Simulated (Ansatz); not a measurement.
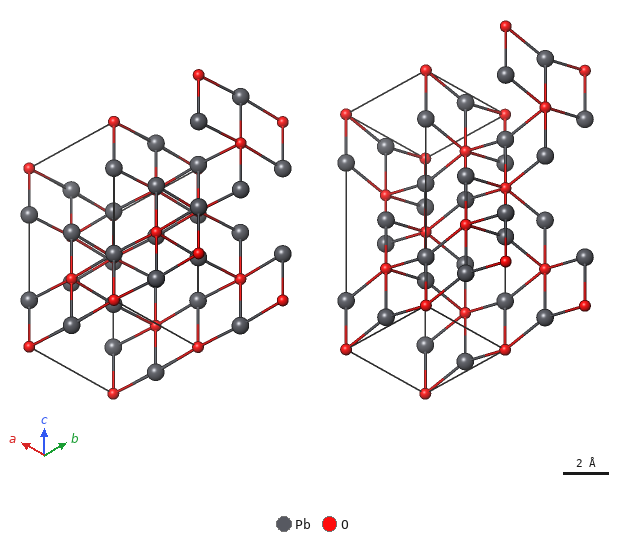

Two geometries of crystalline Pb$_{2}$O (built on the anatase_141 type) (coarse preliminary run), drawn at one scale. One is the start of a relaxation, the other its converged end. The picture is a ball-and-stick view of the conventional cell (2 times the calculation's cell), repeated 1 × 2 × 1 with one cell outlined, seen from a free direction. Lengths and directions refer to the drawn axes.

Computed with DFT PBE, scalar-relativistic, plane waves, PAW in Ansatz. Set-up: plane-wave cutoff 420 eV; k-point mesh 6 × 6 × 6; occupations gaussian; smearing width 0.1 eV; no spin polarisation; cell and atoms relaxed; force threshold 0.04 eV/Å; at most 70 steps.

Which of the two is the end point?

Answer. The left one is the relaxed one. Case: anti-anatase type (I4_1/amd, No. 141). The largest moves relative to the cell, 0.52 Å, are those of Pb atoms. O stays in place. The volume changes by −14.6 %, with a = b 5.024 → 5.333 Å (+6.2 %), c 12.627 → 9.576 Å (−24.2 %). Among the contacts that change: O–Pb 2.609 → 2.495 Å, O–Pb 2.571 → 2.668 Å. The space group stays I4_1/amd (No. 141). After 8 accepted moves (10 points after the start) the energy has fallen by 1.232 eV per cell of the calculation. The largest force component goes from 0.62 to 0.0023 eV/Å. The pressure goes from 0.18 to 0.01 GPa. At 2 points the geometry stayed and the basis and grid were re-selected for the new cell (energy shift of 13.4 meV per cell of the calculation at most each time). The run took 2 min on 1 thread of Arm Neoverse V2 (shared host), peak memory 0.47 GiB.
